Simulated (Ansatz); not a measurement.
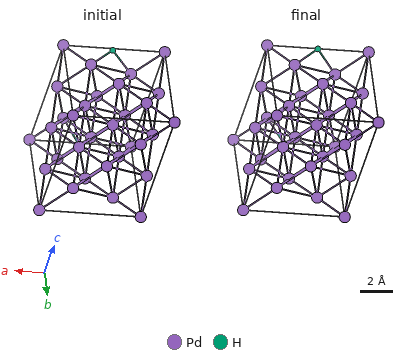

The structure of a defect cell of composition HPd₁₆ before (left) and after (right) a relaxation, at one scale.

Style: ball-and-stick. Shown: the cell of the calculation, from a free direction.

Case: H interstitial, charge +0, atoms relaxed.

Computed with Ansatz 0.2.0, DFT LDA, scalar-relativistic, plane waves, PAW.

Input
```yaml
crystal:
  lattice:
    - [3.8390420049, 3.8390420049, 3.8390420049]
    - [3.8390420049, -3.8390420049, -3.8390420049]
    - [-3.8390420049, 3.8390420049, -3.8390420049]
  atoms:
    - { symbol: Pd, position: [0.0, 0.75, 0.25] }
    - { symbol: Pd, position: [0.25, 0.75, 0.0] }
    - { symbol: Pd, position: [0.0, 0.5, 0.5] }
    - { symbol: Pd, position: [0.5, 0.75, 0.75] }
    - { symbol: Pd, position: [0.25, 0.5, 0.25] }
    - { symbol: Pd, position: [0.75, 0.75, 0.5] }
    - { symbol: Pd, position: [0.5, 0.5, 0.0] }
    - { symbol: Pd, position: [0.0, 0.25, 0.75] }
    - { symbol: Pd, position: [0.25, 0.25, 0.5] }
    - { symbol: Pd, position: [0.75, 0.5, 0.75] }
    - { symbol: Pd, position: [0.0, 0.0, 0.0] }
    - { symbol: Pd, position: [0.5, 0.25, 0.25] }
    - { symbol: Pd, position: [0.75, 0.25, 0.0] }
    - { symbol: Pd, position: [0.25, 0.0, 0.75] }
    - { symbol: Pd, position: [0.5, 0.0, 0.5] }
    - { symbol: Pd, position: [0.75, 0.0, 0.25] }
    - { symbol: H, position: [0.5127593116, 0.017272075, -0.0051966874] }
basis:
  ecutwfc: 420
  xc_grid: 2
kpoints:
  mp_grid: { grid: [4, 4, 4], shift: [0.5, 0.5, 0.5] }
hamiltonian:
  xc: lda
scf:
  occupations: { method: gaussian, width: 0.1 }
output:
  forces: true
  stress: false
  eigenvalues: true
  write_density: true
  write_potential: true
  elf: true
  volumetric_format: npy
relax:
  adjacent_minimum: "off"
  f_tol: 0.02
  max_steps: 60
```

Run as
```bash
ansatz run input.yaml --threads 4 --pin off --max-ram 10240MiB --backend cpu --events-out ev --progress --plain --runs-dir out
```

Question: What changed between the two?

Answer: H17 moves most: 0.12 Å along [−2 −3 1]. Largest moves by element: H 0.12 Å, Pd 0.03 Å. The lattice vectors keep their values. Some distances before and after: Pd13–H17 1.785 → 1.934 Å, Pd2–H17 2.055 → 1.957 Å, Pd14–H17 1.887 → 1.943 Å, Pd12–Pd13 2.715 → 2.752 Å. Bond angles that change, for instance: Pd4–H17–Pd12 171.6° → 179.2°, Pd13–H17–Pd14 95.3° → 90.5°, Pd2–H17–Pd16 85.0° → 89.5°. Over 3 accepted moves (4 points after the start) the energy falls by 55.2 meV per cell of the calculation. Largest force component: 0.77 eV/Å at the start, 0.0092 eV/Å at the end. 1 step only repeated the SCF at the same geometry.

Limits of the set-up: the periodic images lie only 6.6 Å apart, so the values are limited by the cell's size.
